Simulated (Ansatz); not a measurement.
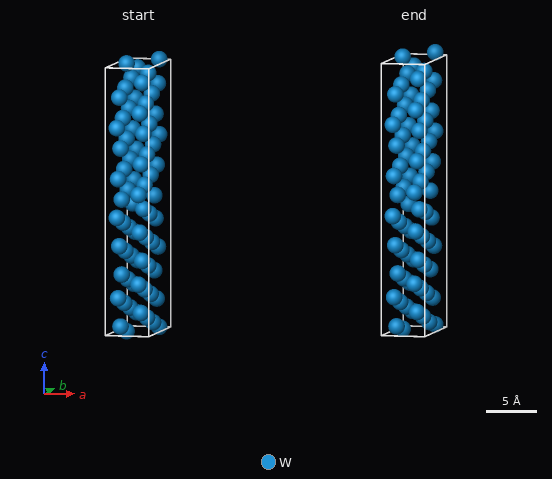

The structure of an interface cell of composition W before (left) and after (right) a relaxation, at one scale.

Style: spheres-only. Shown: the conventional cell (2 times the calculation's cell) (origin shifted), slightly off an axis. Lengths and directions refer to the drawn axes.

Case: symmetric tilt boundary Sigma 9 (4 1 1), mirror between planes, shift [0.5, 0].

Method: DFT PBEsol, scalar-relativistic, plane waves, PAW in Ansatz 0.2.0.

Input file:
```yaml
crystal:
  lattice:
    - [4.4609210308, 0.0, 0.0]
    - [-2.2304605154, 4.7315212668, 0.0]
    - [0.0, 0.0, 27.0655261847]
  atoms:
    - { symbol: W, position: [0.8333333333, 0.6666666667, 0.068564828] }
    - { symbol: W, position: [0.1111111111, 0.2222222222, 0.0960347111] }
    - { symbol: W, position: [0.9444444444, 0.8888888889, 0.1784443602] }
    - { symbol: W, position: [0.2222222222, 0.4444444444, 0.2059142432] }
    - { symbol: W, position: [0.5, 0.0, 0.2333841262] }
    - { symbol: W, position: [0.3333333333, 0.6666666667, 0.3157937753] }
    - { symbol: W, position: [0.6111111111, 0.2222222222, 0.3432636584] }
    - { symbol: W, position: [0.4444444444, 0.8888888889, 0.4256733074] }
    - { symbol: W, position: [0.7222222222, 0.4444444444, 0.4531431905] }
    - { symbol: W, position: [0.2777777778, 0.5555555556, 0.013625062] }
    - { symbol: W, position: [0.5555555556, 0.1111111111, 0.041094945] }
    - { symbol: W, position: [0.3888888889, 0.7777777778, 0.1235045941] }
    - { symbol: W, position: [0.6666666667, 0.3333333333, 0.1509744771] }
    - { symbol: W, position: [0.7777777778, 0.5555555556, 0.2608540093] }
    - { symbol: W, position: [0.0555555556, 0.1111111111, 0.2883238923] }
    - { symbol: W, position: [0.8888888889, 0.7777777778, 0.3707335414] }
    - { symbol: W, position: [0.1666666667, 0.3333333333, 0.3982034244] }
    - { symbol: W, position: [1.0, 0.0, 0.4806130735] }
    - { symbol: W, position: [0.3333333333, 0.6666666667, 0.9258930665] }
    - { symbol: W, position: [0.6111111111, 0.2222222222, 0.8984231835] }
    - { symbol: W, position: [0.4444444444, 0.8888888889, 0.8160135344] }
    - { symbol: W, position: [0.7222222222, 0.4444444444, 0.7885436514] }
    - { symbol: W, position: [0.0, 0.0, 0.7610737683] }
    - { symbol: W, position: [0.8333333333, 0.6666666667, 0.6786641192] }
    - { symbol: W, position: [0.1111111111, 0.2222222222, 0.6511942362] }
    - { symbol: W, position: [0.9444444444, 0.8888888889, 0.5687845871] }
    - { symbol: W, position: [0.2222222222, 0.4444444444, 0.5413147041] }
    - { symbol: W, position: [0.7777777778, 0.5555555556, 0.9808328326] }
    - { symbol: W, position: [0.0555555556, 0.1111111111, 0.9533629495] }
    - { symbol: W, position: [0.8888888889, 0.7777777778, 0.8709533004] }
    - { symbol: W, position: [0.1666666667, 0.3333333333, 0.8434834174] }
    - { symbol: W, position: [0.2777777778, 0.5555555556, 0.7336038853] }
    - { symbol: W, position: [0.5555555556, 0.1111111111, 0.7061340023] }
    - { symbol: W, position: [0.3888888889, 0.7777777778, 0.6237243532] }
    - { symbol: W, position: [0.6666666667, 0.3333333333, 0.5962544701] }
    - { symbol: W, position: [0.5, 0.0, 0.513844821] }
basis:
  ecutwfc: 420
kpoints:
  mp_grid: { grid: [8, 8, 2] }
hamiltonian:
  xc: pbesol
scf:
  occupations: { method: gaussian, width: 0.1 }
output:
  forces: true
  stress: true
  eigenvalues: true
  populations: true
  write_density: true
  write_potential: true
  elf: true
  volumetric_format: npy
relax:
  adjacent_minimum: "off"
  f_tol: 0.02
  max_steps: 60
  cell: { fix: [a, b, alpha, beta, gamma], stress_tol: 0.1 }
```

Launched with:
```bash
ansatz run input.yaml --threads 4 --pin off --max-ram 12288MiB --backend cpu --events-out ev --progress --plain --runs-dir out
```

Summarise the run.

Answer. The run was cut off at its time limit before the relaxation converged, so the last structure is only a point on the way. The largest moves relative to the cell, 0.25 Å, are those of W10 and W28. W10 goes along [0 −1 2]. The drawn cell changes as follows: a unchanged at 4.461 Å, b unchanged at 9.463 Å, c 27.066 → 27.506 Å (+1.6 %); the volume changes by +1.6 %. Some distances before and after: W10–W19 2.432 → 2.826 Å, W18–W26 2.444 → 2.826 Å, W10–W28 2.401 → 2.634 Å, W10–W29 2.661 → 2.831 Å. The energy falls by 3.572 eV per cell of the calculation in 3 geometry steps. The largest force component goes from 5 to 0.085 eV/Å. Pressure: 4.82 GPa at the start and −1.72 GPa at the end. The run took 31 min on 4 threads of AMD EPYC 7R43 64-Core Processor (Zen 3), with other jobs on the host, peak memory 6.7 GiB.
